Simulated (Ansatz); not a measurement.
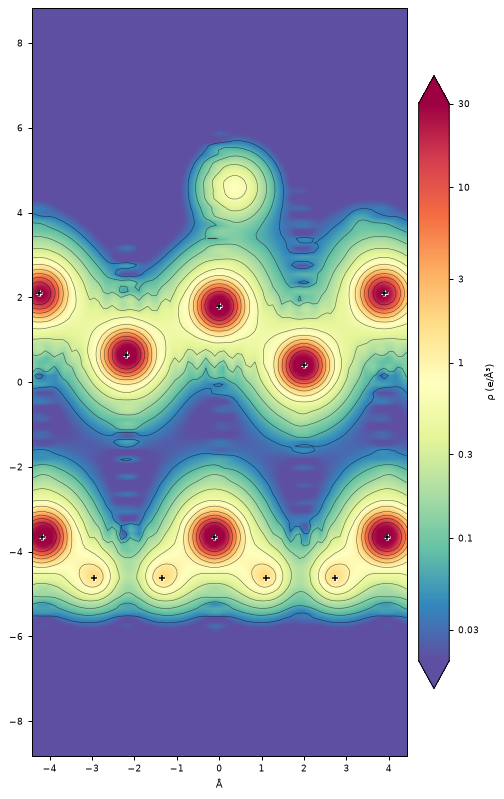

The valence pseudo-density on a plane through atoms (crosses mark nuclei in the plane).

All numbers below come from Ansatz, DFT r2SCAN, scalar-relativistic, plane waves, PAW.

Candidates:
A. TiO$_{2}$, a = 3.78 Å, b = 3.78 Å, c = 9.51 Å, α = 90.00°, β = 90.00°, γ = 90.00°. Space group I4₁/amd; computed without spin polarisation.
B. Ge$_{12}$H$_{5}$ (slab), a = 8.15 Å, b = 8.15 Å, c = 26.53 Å, α = 90.00°, β = 90.00°, γ = 90.00°. 

Which system is this?

Answer. Candidate B: Ge$_{12}$H$_{5}$ on the (100) plane of the calculation cell, a cut from vacuum to vacuum, which holds Ge and H. Ge–H (1.56 Å): ρ at the midpoint is about 1 e/Å³. Ge–Ge (2.44 Å): ρ at the midpoint is about 0.52 e/Å³.
